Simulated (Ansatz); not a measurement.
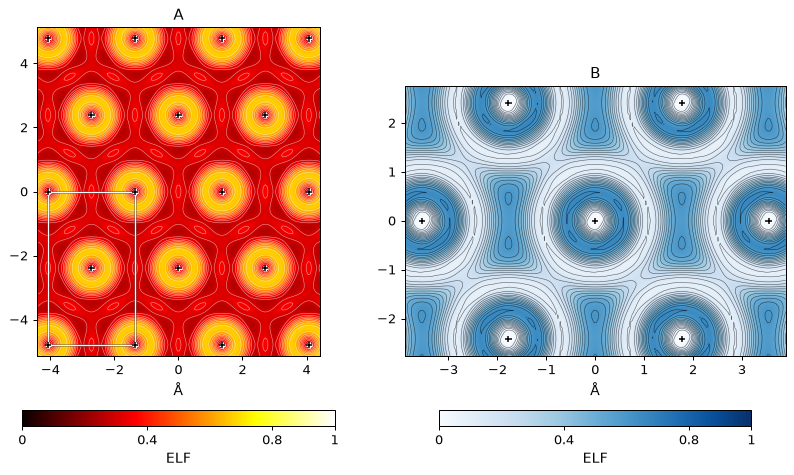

The ELF of 2 systems, each on a plane through atoms (crosses mark nuclei in the plane).

Method: DFT r2SCAN, scalar-relativistic, plane waves, PAW in Ansatz 0.2.0.

System 1: Ir, the (101) plane of the conventional cell. Space group I4/mmm; changed on purpose from its base cell (strain +0.000 along x and y, +0.025 along z, atoms carried along); computed pressure about −7 GPa in this cell; computed without spin polarisation.

```xyz
2
Lattice="1.9197 -1.9197 0.0000 1.9197 1.9197 0.0000 0.0000 0.0000 3.9354" Properties=species:S:1:pos:R:3 pbc="T T T"
Ir    0.0000    0.0000    0.0000
Ir    1.9197    0.0000    1.9677
```

System 2: Ti, the (11̄0) plane of the conventional cell. Space group I4/mmm; changed on purpose from its base cell (strain +0.040 along x and y, +0.080 along z, atoms carried along); computed pressure about −15 GPa in this cell; computed without spin polarisation.

**Match each panel to its system.**

Panel A is system 1, Ir: the plane holds Ir. Ir–Ir (2.71 Å): the ELF is about 0.35 at the midpoint: no shared electron pair shows on this line. Panel B is system 2, Ti: the plane holds Ti. Ti–Ti (2.99 Å): the ELF is about 0.20 at the midpoint; no localised pair shows between them.
